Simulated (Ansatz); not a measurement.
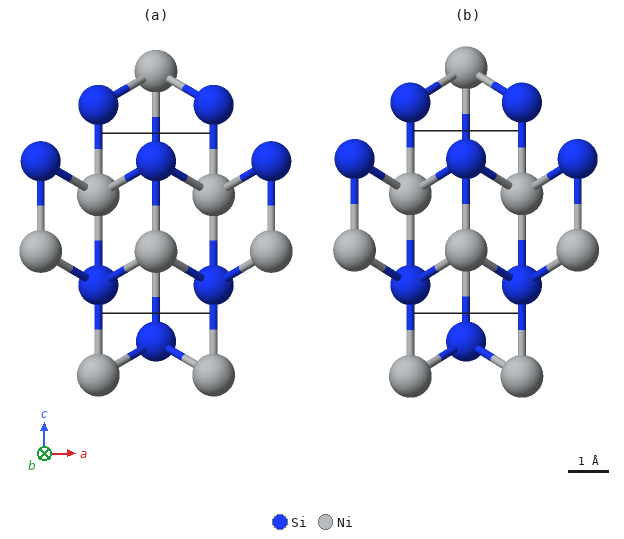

The structure of solid SiNi (set up in Pmmn) before (left) and after (right) a relaxation, at one scale.

Style: ball-and-stick. Shown: the cell of the calculation, along the b axis.

Case: volume × 0.94, shape and atoms relaxed.

Computed with DFT r2SCAN, scalar-relativistic, plane waves, PAW in Ansatz 0.2.0. Settings: plane-wave cutoff 500 eV; k-point mesh 14 × 12 × 10; occupations gaussian; smearing width 0.1 eV; no spin polarisation; cell relaxed at fixed volume; force threshold 0.01 eV/Å; at most 30 steps.

Summarise the run.

Answer. The run was cut off at its time limit before the relaxation converged, so the last structure is only a point on the way. After 4 geometry steps the energy has fallen by 20.6 meV per cell of the calculation. The largest force component goes from 0.21 to 0.059 eV/Å. The pressure goes from 14.32 to 12.12 GPa. The largest moves relative to the cell, 0.012 Å, are those of Ni atoms. By element the largest moves are Ni 0.012 Å, Si 0.008 Å. The drawn cell changes at constant volume: a 2.925 → 2.831 Å (−3.2 %), b 3.184 → 3.251 Å (+2.1 %), c 4.572 → 4.629 Å (+1.2 %). Among the contacts that change: Ni–Si 2.284 → 2.316 Å, Ni–Si 2.325 → 2.330 Å. Among the angles between lasting bonds that change: Si–Ni–Si 78.0° → 74.8°, Ni–Si–Ni 78.0° → 74.8°, Ni–Si–Ni 86.5° → 88.5°. The space group stays Pmmn (No. 59).
